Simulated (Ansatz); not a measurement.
NiSi: geometry relaxation (part 1 of 2)

System: NiSi (4 atoms in the cell).
Method: DFT PBEsol, scalar-relativistic, plane waves, PAW, no spin polarisation (Ansatz 0.2.0).

The structure derives from an entry of the Crystallography Open Database. Figures and captions count atoms from 1; the log counts them from 0 in places.

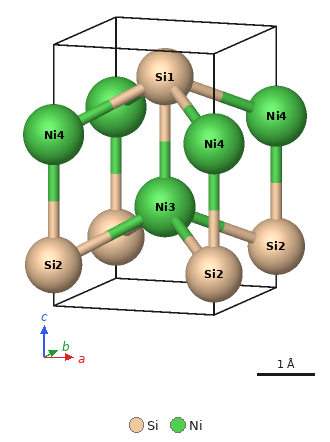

**Figure 1.** The starting structure (ball-and-stick view of the cell of the calculation, seen slightly off an axis; atoms are numbered from 1 in the order of the input). Near neighbours in the crystal (not all of them lie inside the picture): Si has 6 Ni at 2.34 to 2.40 Å; Ni has 6 Si at 2.34 to 2.40 Å.

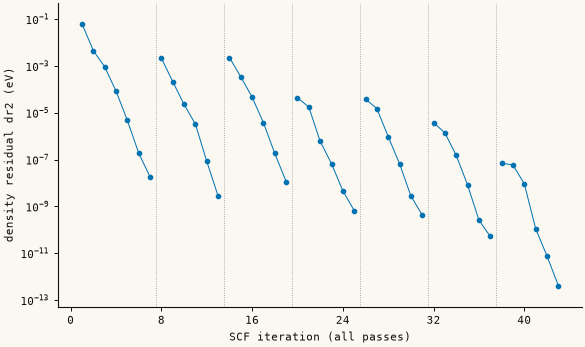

**Figure 2.** Convergence of the self-consistent field: density residual dr2 against the SCF iteration. The dotted lines part the SCF passes of the relaxation: geometry steps, rejected trials and re-solves on a re-selected basis. The 7 passes take 6 to 7 iterations each, 43 in all.

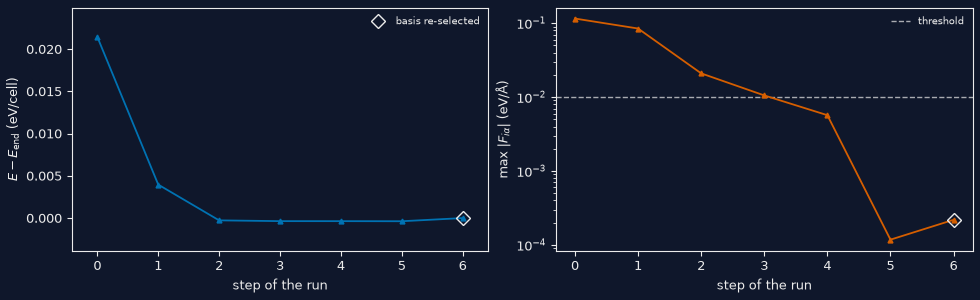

**Figure 3.** Progress of the relaxation, step by step (the first geometry is step 0 here and step 1 in the log).

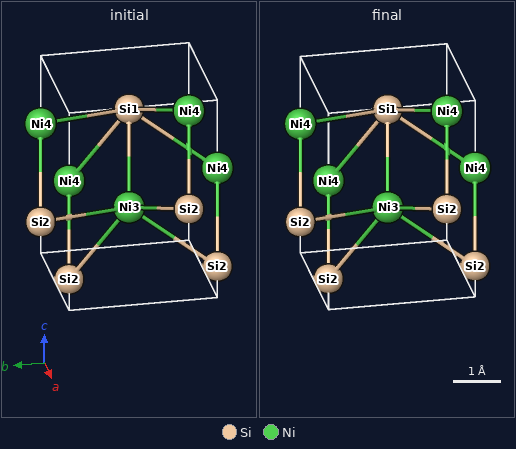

**Figure 4.** Before (left) and after (right) the relaxation, at one scale (ball-and-stick view of the cell of the calculation, seen at an oblique angle). After 5 geometry steps the energy has fallen by 21.8 meV per cell of the calculation. The largest force component goes from 0.12 to 0.00022 eV/Å. Pressure: −5.12 GPa at the start and 0.00 GPa at the end. The largest moves relative to the cell, 0.004 Å, are those of Ni3 and Ni4. Largest moves by element: Ni 0.004 Å, Si 0.001 Å. Cell: a 3.027 → 2.993 Å (−1.1 %), b 3.273 → 3.236 Å (−1.1 %), c 4.698 → 4.673 Å (−0.5 %). Volume −2.8 %. Among the contacts that change: Si1–Ni4 2.395 → 2.369 Å, Si1–Ni3 2.358 → 2.340 Å. The space group stays Pmmn (No. 59). A last SCF at the same geometry on a re-selected plane-wave basis shifts the energy by +0.4 meV per cell of the calculation. (Atoms are counted from 1 in the order of the input.)

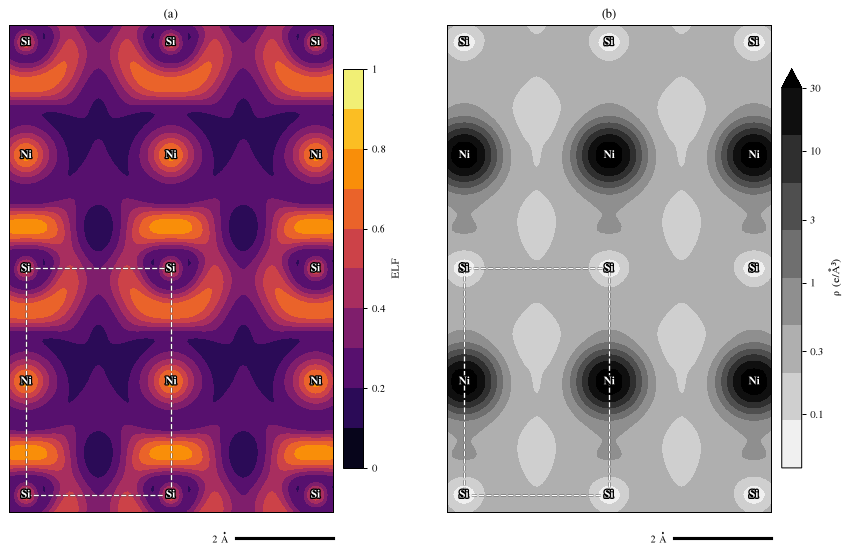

**Figure 5.** (a) electron localisation function; (b) valence charge density (pseudo) on the (010) plane of the conventional cell. The section cuts through Si and Ni sites. Si–Ni (2.33 Å): the density is about 0.43 e/Å³ at the midpoint; the ELF is about 0.45 at the midpoint. Away from the nuclei the density in this plane falls to 0.15 e/Å³ at its lowest. The strong features right at Ni lie inside the PAW spheres (semicore, d or f shells) and say nothing about bonding. In a PAW calculation such maps are meaningful between the atoms, not at the nuclei.

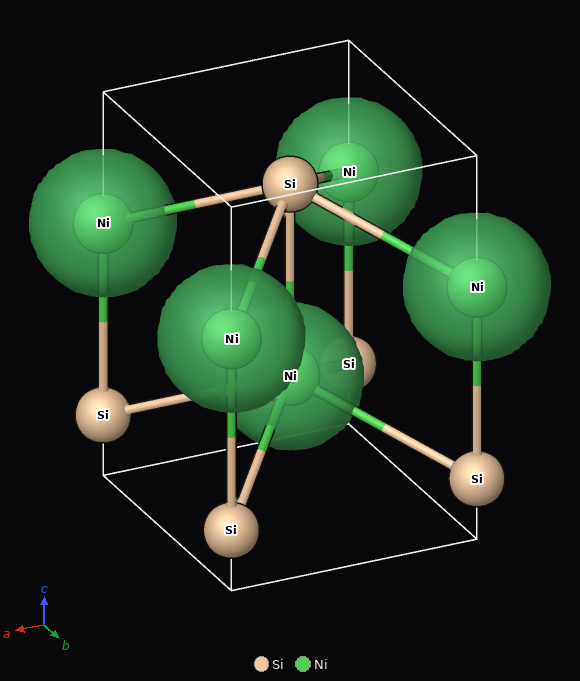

**Figure 6.** Isosurface of the valence pseudo-density at 1 e/Å³ (green), seen at an oblique angle. Sticks mark near contacts. The outline is the cell set on symmetry axes. At this value the density breaks into separate islands; it holds about 70 % of the electrons treated as valence (semicore included). It is pinched off along the Si–Ni (2.33 Å) contacts. On the grid the lowest density along these lines, outside the cores, is 0.43 e/Å³ (Si–Ni, 2.33 Å).

The input that produced these results follows, with the program's output.

Input file:
```yaml
crystal:
  lattice:
    - [3.02662, 0.0, 0.0]
    - [0.0, 3.2735, 0.0]
    - [0.0, 0.0, 4.69776]
  atoms:
    - { symbol: Si, position: [0.5, 0.5, 0.8423] }
    - { symbol: Si, position: [0.0, 0.0, 0.1577] }
    - { symbol: Ni, position: [0.5, 0.5, 0.34422] }
    - { symbol: Ni, position: [0.0, 0.0, 0.65578] }
basis:
  ecutwfc: 420
kpoints:
  mp_grid: { grid: [14, 12, 10] }
hamiltonian:
  xc: pbesol
scf:
  occupations: { method: gaussian, width: 0.1 }
output:
  forces: true
  stress: true
  eigenvalues: true
  write_density: true
  write_potential: true
  elf: true
  volumetric_format: npy
relax:
  adjacent_minimum: "off"
  f_tol: 0.01
  max_steps: 80
  cell: { stress_tol: 0.05 }
```

Launch command:
```bash
ansatz run input.yaml --threads 4 --pin off --max-ram 9216MiB --backend cpu --events-out ev --progress --plain --runs-dir out
```

What the program printed:
```
Engine: ansatz 0.2.0, x86_64-unknown-linux-gnu
Pseudopotentials: kind: paw
Pseudopotential: Si, paw, valence charge 4, recommended cutoff 420 eV (normal), Si.paw.azcp
Pseudopotential: Ni, paw, valence charge 18, recommended cutoff 420 eV (normal), Ni.paw.azcp
Functional definition: PBEsol
  exchange = pbesol_x
  correlation = pbesol_c
Crystal: 4 atoms, lattice volume = 46.544 Å³
Basis set: ecut = 420 eV, 915 PW (Γ), exchange–correlation on 48×48×64 points (8 copies of the dense FFT grid, shifted against one another)
Bands: 27, of which v1, the nominal top of the filled ones, is band 22 counted from 1 (21 counted from 0)
Symmetry: 8 space group operations
Space group: Pmmn (ITA 59), of the structure as read, at distance tolerance 3.6e-5 Å
k-points: 336 of 1680
Non-local potential: Si, projectors of the file, l = 0: 2, l = 1: 2, l = 2: 2
Non-local potential: Ni, projectors of the file, l = 0: 3, l = 1: 2, l = 2: 3, l = 3: 1
PAW form: soft (Blöchl's): semilocal exchange-correlation on the pseudo side does not see the compensation charge
PAW frozen core: Si, regenerated for the run's functional, and the local potential with it (the file was generated under x = pbe(κ = 0.804, μ = 0.2195149727645171), c = pbe(β = 0.06672455060314922))
PAW frozen core: Ni, regenerated for the run's functional, and the local potential with it (the file was generated under x = pbe(κ = 0.804, μ = 0.2195149727645171), c = pbe(β = 0.06672455060314922))
PAW one-centre angular grid: Si, 110 points (default); XC on 64 Gauss nodes
PAW one-centre angular grid: Ni, 590 points (default); XC on 64 Gauss nodes
Initial density: superposition of atomic densities (neutral atoms: chi_scale 0, normalization atom), corrected by the library's trained network
Initial wavefunctions: pseudopotential atomic-orbital guess
Functional: x = pbesol(κ = 0.804, μ = 0.12345679012345678), c = pbesol(β = 0.046)
SCF iter   1: F=—  HF=-12855.105304 eV  |F-HF|=—  |Δ(HF+E_count)|=         —  Δρ=1.61e-2  dr2=6.31e-2  ethr=1.77e-3  ⟨swp⟩=5.2  Hψ=38086  notcnv=0
preconditioner: auto → Kerker (q_TF=auto, 2.703 Å⁻¹)  [metal: Δε(μ)=0.009 eV  Ē_g=7.385 eV  σ=0.100 eV  W_gap=0.05  n_scr=16 (ndim 8)  ℏωp=28.8 eV  f_vac=0.000  D(μ)=1.27/eV (n_scr^D=6)]
SCF iter   2: F=—  HF=-12855.094815 eV  |F-HF|=—  |Δ(HF+E_count)|=   1.05e-2  Δρ=3.75e-3  dr2=4.49e-3  ethr=1.43e-4  ⟨swp⟩=2.9  Hψ=19553  notcnv=0  defer=179
SCF iter   3: F=—  HF=-12855.093893 eV  |F-HF|=—  |Δ(HF+E_count)|=   9.21e-4  Δρ=1.28e-3  dr2=9.21e-4  ethr=1.02e-5  ⟨swp⟩=1.1  Hψ=8976  notcnv=0  defer=180
SCF iter   4: F=—  HF=-12855.093618 eV  |F-HF|=—  |Δ(HF+E_count)|=   2.76e-4  Δρ=3.77e-4  dr2=8.39e-5  ethr=2.09e-6  ⟨swp⟩=2.1  Hψ=12567  notcnv=0  defer=180
SCF iter   5: F=—  HF=-12855.093622 eV  |F-HF|=—  |Δ(HF+E_count)|=   4.60e-6  Δρ=7.21e-5  dr2=4.71e-6  ethr=1.91e-7  ⟨swp⟩=2.5  Hψ=13974  notcnv=0  defer=180
SCF iter   6: F=—  HF=-12855.093622 eV  |F-HF|=—  |Δ(HF+E_count)|=   4.90e-7  Δρ=2.09e-5  dr2=1.89e-7  ethr=1.07e-8  ⟨swp⟩=2.2  Hψ=13302  notcnv=0  defer=180
SCF iter   7: F=-12855.093622 eV  HF=-12855.093622 eV  |F-HF|=5.28e-9  |Δ(HF+E_count)|=  5.71e-10  Δρ=6.74e-6  dr2=1.81e-8  ethr=2.27e-10  ⟨swp⟩=10.5  Hψ=61403  notcnv=0
SCF 1 converged in 7 iterations: F = -12855.093622 eV  dr2 = 1.81e-8
  greatest PAW one-centre occupation: 1.001 electrons in one spin orbital (limit 2), on the Ni atom at site 3 (counted from 0), in its partial waves of l = 1
relax step   1: F+E_penalty+E_count = -12855.09362198 eV  Δ(F+E_penalty+E_count) = +0.000e0 eV  max|allowed force component| = 1.154e-1 eV/Å  Δτ_max = 0.0000 Å  P = -5.125 GPa  Ω = 46.544 Å³  (7 SCF iters, dr2 threshold 1.00e-7 eV, accepted)
Crystal: 4 atoms, lattice volume = 45.785 Å³
Basis set: ecut = 420 eV, 899 PW (Γ), exchange–correlation on 48×48×64 points (8 copies of the dense FFT grid, shifted against one another)
Initial density: handed on by an earlier stage of this run
Initial wavefunctions: those handed on with the density
iter 1 solved again at ethr=5.70e-6 eV; its pass at ethr=3.10e-3 eV (dr2=2.51e-3 eV) is discarded
SCF iter   1: F=—  HF=-12855.111410 eV  |F-HF|=—  |Δ(HF+E_count)|=         —  Δρ=2.69e-3  dr2=2.17e-3  ethr=5.70e-6  ⟨swp⟩=1.1  Hψ=44284  notcnv=0
preconditioner: auto → Kerker (q_TF=auto, 2.710 Å⁻¹)  [metal: Δε(μ)=0.014 eV  Ē_g=7.515 eV  σ=0.100 eV  W_gap=0.08  n_scr=16 (ndim 8)  ℏωp=29.0 eV  f_vac=0.000  D(μ)=1.18/eV (n_scr^D=6)]
SCF iter   2: F=—  HF=-12855.111138 eV  |F-HF|=—  |Δ(HF+E_count)|=   2.72e-4  Δρ=7.73e-4  dr2=2.13e-4  ethr=4.92e-6  ⟨swp⟩=1.0  Hψ=9099  notcnv=0
SCF iter   3: F=—  HF=-12855.111099 eV  |F-HF|=—  |Δ(HF+E_count)|=   3.93e-5  Δρ=2.45e-4  dr2=2.27e-5  ethr=4.83e-7  ⟨swp⟩=1.3  Hψ=10303  notcnv=0
SCF iter   4: F=—  HF=-12855.111096 eV  |F-HF|=—  |Δ(HF+E_count)|=   2.56e-6  Δρ=1.00e-4  dr2=3.27e-6  ethr=5.16e-8  ⟨swp⟩=2.3  Hψ=13803  notcnv=0
iter 5 did not close the SCF: its close was put off for the readings that it lacked (scf_convergence_deferred on its scf_iter line)
SCF iter   5: F=-12855.111096 eV  HF=-12855.111096 eV  |F-HF|=4.22e-8  |Δ(HF+E_count)|=   3.47e-7  Δρ=1.45e-5  dr2=8.41e-8  ethr=7.43e-9  ⟨swp⟩=2.1  Hψ=14087  notcnv=0
SCF iter   6: F=-12855.111096 eV  HF=-12855.111096 eV  |F-HF|=2.90e-9  |Δ(HF+E_count)|=   2.65e-8  Δρ=2.93e-6  dr2=2.76e-9  ethr=1.91e-10  ⟨swp⟩=5.9  Hψ=57701  notcnv=0
SCF 2 converged in 6 iterations: F = -12855.111096 eV  dr2 = 2.76e-9
relax step   2: F+E_penalty+E_count = -12855.11109592 eV  Δ(F+E_penalty+E_count) = -1.747e-2 eV  max|allowed force component| = 8.461e-2 eV/Å  Δτ_max = 0.0029 Å  P = -2.232 GPa  Ω = 45.785 Å³  energy of the carried Pulay correction = +2.315e-4 eV  (6 SCF iters, dr2 threshold 4.00e-7 eV, accepted)
Crystal: 4 atoms, lattice volume = 45.231 Å³
Basis set: ecut = 420 eV, 895 PW (Γ), exchange–correlation on 48×48×64 points (8 copies of the dense FFT grid, shifted against one another)
iter 1 solved again at ethr=5.63e-6 eV; its pass at ethr=3.10e-3 eV (dr2=2.48e-3 eV) is discarded
SCF iter   1: F=—  HF=-12855.115662 eV  |F-HF|=—  |Δ(HF+E_count)|=         —  Δρ=2.52e-3  dr2=2.29e-3  ethr=5.63e-6  ⟨swp⟩=1.1  Hψ=44188  notcnv=0
preconditioner: auto → Kerker (q_TF=auto, 2.716 Å⁻¹)  [metal: Δε(μ)=0.008 eV  Ē_g=7.604 eV  σ=0.100 eV  W_gap=0.04  n_scr=16 (ndim 8)  ℏωp=29.2 eV  f_vac=0.000  D(μ)=1.15/eV (n_scr^D=6)]
SCF iter   2: F=—  HF=-12855.115396 eV  |F-HF|=—  |Δ(HF+E_count)|=   2.66e-4  Δρ=7.80e-4  dr2=3.45e-4  ethr=5.21e-6  ⟨swp⟩=1.0  Hψ=9073  notcnv=0
SCF iter   3: F=—  HF=-12855.115337 eV  |F-HF|=—  |Δ(HF+E_count)|=   5.96e-5  Δρ=2.57e-4  dr2=4.63e-5  ethr=7.83e-7  ⟨swp⟩=1.6  Hψ=11901  notcnv=0
SCF iter   4: F=—  HF=-12855.115331 eV  |F-HF|=—  |Δ(HF+E_count)|=   6.12e-6  Δρ=9.84e-5  dr2=3.74e-6  ethr=1.05e-7  ⟨swp⟩=2.4  Hψ=13220  notcnv=0
iter 5 did not close the SCF: its close was put off for the readings that it lacked (scf_convergence_deferred on its scf_iter line)
SCF iter   5: F=-12855.115330 eV  HF=-12855.115330 eV  |F-HF|=9.19e-8  |Δ(HF+E_count)|=   7.21e-7  Δρ=1.82e-5  dr2=1.82e-7  ethr=8.49e-9  ⟨swp⟩=2.2  Hψ=13476  notcnv=0
SCF iter   6: F=-12855.115330 eV  HF=-12855.115330 eV  |F-HF|=8.31e-9  |Δ(HF+E_count)|=   4.61e-9  Δρ=3.84e-6  dr2=1.15e-8  ethr=4.14e-10  ⟨swp⟩=6.4  Hψ=61711  notcnv=0
SCF 3 converged in 6 iterations: F = -12855.115330 eV  dr2 = 1.15e-8
relax step   3: F+E_penalty+E_count = -12855.11533008 eV  Δ(F+E_penalty+E_count) = -4.234e-3 eV  max|allowed force component| = 2.094e-2 eV/Å  Δτ_max = 0.0029 Å  P = +0.137 GPa  Ω = 45.231 Å³  energy of the carried Pulay correction = +4.029e-4 eV  (6 SCF iters, dr2 threshold 4.00e-7 eV, accepted)
Crystal: 4 atoms, lattice volume = 45.242 Å³
Basis set: ecut = 420 eV, 893 PW (Γ), exchange–correlation on 48×48×64 points (8 copies of the dense FFT grid, shifted against one another)
iter 1 solved again at ethr=1.05e-7 eV; its pass at ethr=3.10e-3 eV (dr2=4.61e-5 eV) is discarded
```
